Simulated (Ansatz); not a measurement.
System: Ti2O3, space group Pnma (No. 62), 20 atoms in the cell.

```cif
data_structure
_symmetry_space_group_name_H-M 'P 1'
_symmetry_Int_Tables_number 1
_cell_length_a 7.7764
_cell_length_b 2.8164
_cell_length_c 8.0766
_cell_angle_alpha 90.000
_cell_angle_beta 90.000
_cell_angle_gamma 90.000
_cell_volume 176.89
loop_
_atom_site_label
_atom_site_type_symbol
_atom_site_fract_x
_atom_site_fract_y
_atom_site_fract_z
_atom_site_occupancy
Ti1 Ti 0.02963 0.25000 0.68466 1
Ti2 Ti 0.52963 0.25000 0.81534 1
Ti3 Ti 0.97037 0.75000 0.31534 1
Ti4 Ti 0.47037 0.75000 0.18466 1
Ti5 Ti 0.19652 0.25000 0.01833 1
Ti6 Ti 0.69652 0.25000 0.48167 1
Ti7 Ti 0.80348 0.75000 0.98167 1
Ti8 Ti 0.30348 0.75000 0.51833 1
O1 O 0.94260 0.25000 0.12465 1
O2 O 0.44260 0.25000 0.37535 1
O3 O 0.05740 0.75000 0.87535 1
O4 O 0.55740 0.75000 0.62465 1
O5 O 0.12095 0.25000 0.44745 1
O6 O 0.62095 0.25000 0.05255 1
O7 O 0.87905 0.75000 0.55255 1
O8 O 0.37905 0.75000 0.94745 1
O9 O 0.79243 0.25000 0.80894 1
O10 O 0.29243 0.25000 0.69106 1
O11 O 0.20757 0.75000 0.19106 1
O12 O 0.70757 0.75000 0.30894 1
```

Method: DFT PBEsol, scalar-relativistic, plane waves, PAW, no spin polarisation, 6×12×6 k mesh, 420 eV cutoff (Ansatz).

What does the calculation give for the electronic structure? The path is Γ–X–S–Y–Γ–Z–U–R–T–Z|X–U|Y–T|S–R.

The bands leave a gap. The gap along this path is 0.13 eV, from the valence-band top between Y and Γ to the conduction-band bottom between Y and Γ; the smallest direct gap, between Y and Γ, is only slightly larger at 0.19 eV. The top valence band spans 1.0 eV and the lowest conduction band 1.3 eV. The direct gaps are 0.81 eV at Γ, 1.68 eV at Y and 1.93 eV at R. By projected weight, the top eV of the valence band is Ti (90 %); the bottom eV of the conduction band is Ti (90 %) and O (10 %).

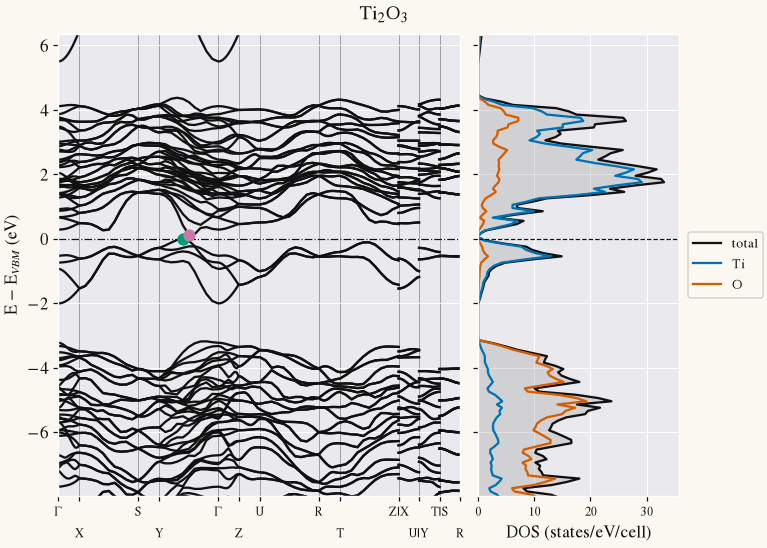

Band structure and density of states. Energies are counted from the top of the valence band. The partial curves are projected on Löwdin-orthogonalised atomic shells.
